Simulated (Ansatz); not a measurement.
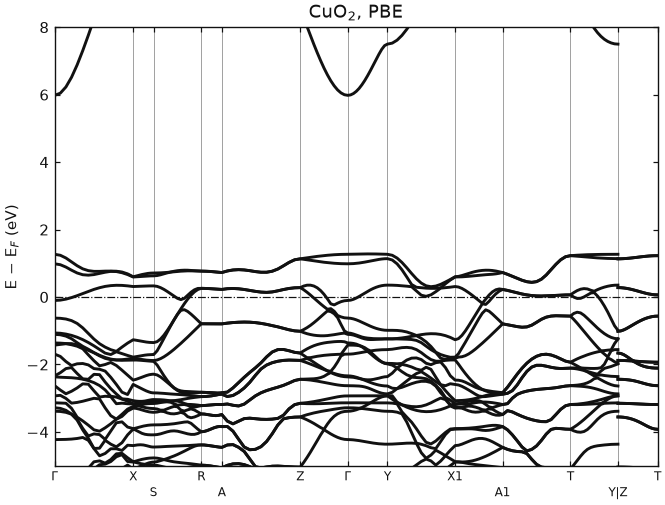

What does this figure show?

Band structure of CuO₂, space group Cmcm (No. 63), 6 atoms in the primitive cell (a = 5.40 Å, b = 5.40 Å, c = 4.34 Å, α = 90.00°, β = 90.00°, γ = 149.66°). Method: PBE, Ansatz PAW, no spin polarisation, no spin-orbit coupling, 10×10×6 k mesh, 420 eV cutoff, Fermi-Dirac smearing of 0.05 eV (Ansatz). Energies are counted from the Fermi level.

A metal: bands cross the Fermi level along this path. At Γ the nearest levels lie 0.10 eV below and 0.98 eV above the Fermi level.

The run has no spin polarisation, though such a crystal can be magnetic. Semilocal functionals often make such compounds metallic where correlation or magnetic order opens a gap, which also shifts bond lengths. The k mesh is thin for a metal, so its Fermi level is uncertain. The cell comes from a database of computed structures, and whether it is the stable form of this composition wasn't checked. Bands are joined in order of energy, so crossings between the computed points show as kinks or gaps. In reduced coordinates of the cell that was run, X is (0.268, 0.268, 0), S is (0, 0.5, 0), R is (0, 0.5, 0.5), A is (0.268, 0.268, 0.5), Z is (0, 0, 0.5), Y is (−0.5, 0.5, 0), X1 is (−0.268, 0.732, 0), A1 is (−0.268, 0.732, 0.5) and T is (−0.5, 0.5, 0.5).
